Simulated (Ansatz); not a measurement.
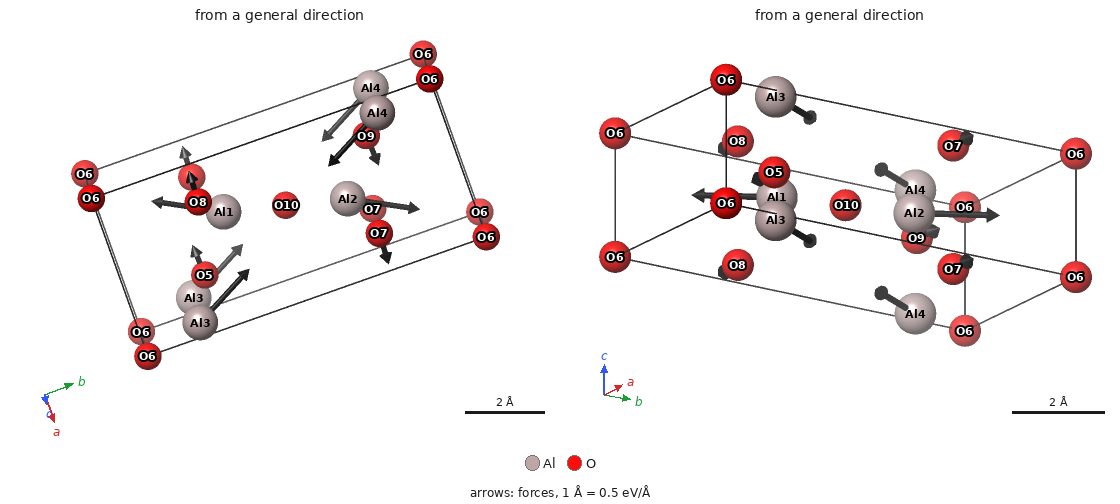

Spheres-only representation of a periodic structure, projected from two general directions. The lines enclose the simulation cell; boundary atoms appear with their images. The arrows are the computed forces on the atoms.

System: Al2O3. Setup: Ansatz, DFT LDA, scalar-relativistic, plane waves, PAW; plane waves up to 420 eV, a 6×4×8 sampling of the Brillouin zone, Gaussian smearing of 0.05 eV, no spin polarisation.

**Are the forces small enough to call this converged?**

No. The atoms still feel forces of up to about 0.73 eV/Å, far above a usual threshold of 0.01 to 0.03 eV/Å.

**On which atom is the force largest?**

All Al atoms, about 0.73 eV/Å.

The structure comes from a structure listed in the Materials Project. The cell was then strained or its atoms displaced on purpose. A calculation with Ansatz used it as input.
